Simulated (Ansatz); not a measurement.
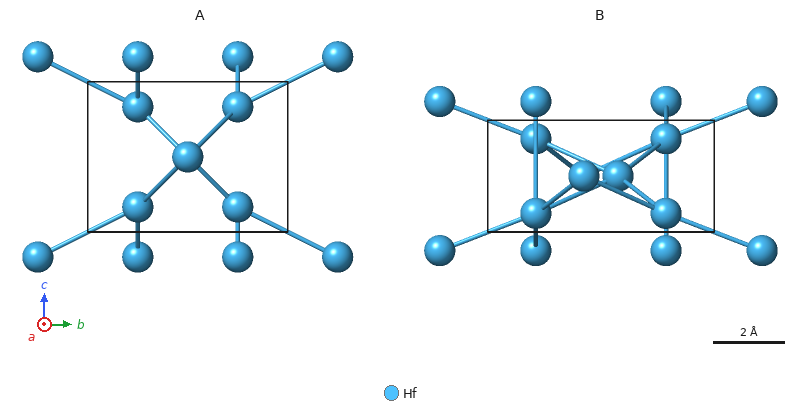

Two geometries of crystalline Hf (built on the random type) (coarse preliminary run), drawn at one scale. One is the start of a relaxation, the other its converged end. The picture is a ball-and-stick view of the cell of the calculation, seen along the a axis.

All numbers below come from DFT PBE, scalar-relativistic, plane waves, PAW in Ansatz 0.2.0. (plane-wave cutoff 420 eV; k-point mesh 3 × 3 × 4; occupations gaussian; smearing width 0.1 eV; no spin polarisation; cell and atoms relaxed; force threshold 0.04 eV/Å; at most 70 steps)

**Which geometry has the lower energy?**

Structure B is the relaxed one. Case: random cell with space group P6_422 (No. 181). The largest moves relative to the cell, 0.48 Å, are those of Hf atoms. The drawn cell changes as follows: a = b 6.519 → 7.379 Å (+13.2 %), c 4.241 → 3.159 Å (−25.5 %); the volume changes by −4.5 %. Near-neighbour distances that change, for instance: Hf–Hf 4.241 → 3.159 Å, Hf–Hf 2.157 → 2.880 Å, Hf–Hf 3.995 → 3.435 Å, Hf–Hf 3.259 → 3.814 Å. Among the angles between lasting bonds that change: Hf–Hf–Hf 98.3° → 72.6°, Hf–Hf–Hf 72.9° → 82.4°, Hf–Hf–Hf 126.9° → 124.4°. The space group stays P6_422 (No. 181). The energy falls by 2490 meV per atom in 9 accepted moves (11 points after the start). The largest force component goes from 11 to 0.00021 eV/Å. The pressure goes from 28.70 to 0.01 GPa. The SCF was repeated twice at an unchanged geometry on a basis and grid sized afresh for the cell, which shifted the energy by 2.4 meV per atom at most. The run took of the order of 3 core-minutes on a shared host.

Limits of the set-up: the k-point mesh is coarse for a cell with partly filled bands.
